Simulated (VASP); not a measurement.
System: rocksalt NaF, space group Fm-3m, 2 atoms in the primitive cell.

```
Na F
1.0
     0.00000    2.28629    2.28629
     2.28629    0.00000    2.28629
     2.28629    2.28629    0.00000
Na F
1 1
Direct
  0.00000 0.00000 0.00000
  0.50000 0.50000 0.50000
```

Level of theory: r2SCAN, VASP PAW PBE potentials, release 64 (Na_pv, F), no spin polarisation, no spin-orbit coupling, 10×10×10 k mesh, 520 eV cutoff; code VASP.

What will the density of states look like?

There is a gap; over the k points computed it is 7.40 eV (direct to within 0.02 eV). Within the window shown, the tallest peak of the filled states lies 0.4 eV under the valence-band top, at about 5.6 states per eV and cell.

The PAW data sets were made with another functional. LDA, GGA and most meta-GGA functionals understate gaps.

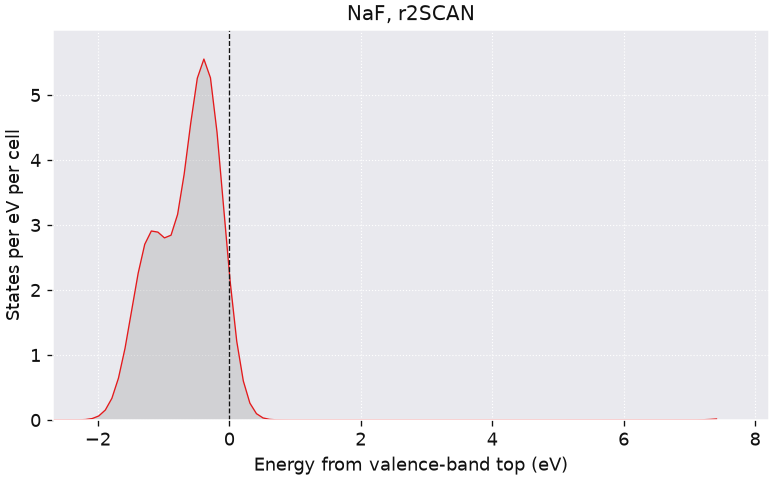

Density of states. Energies are counted from the top of the valence band. The DOS curve is built from the levels of the k mesh with Gaussians 0.55 eV wide, which also blur the band edges; ripples of that width can come from the mesh.
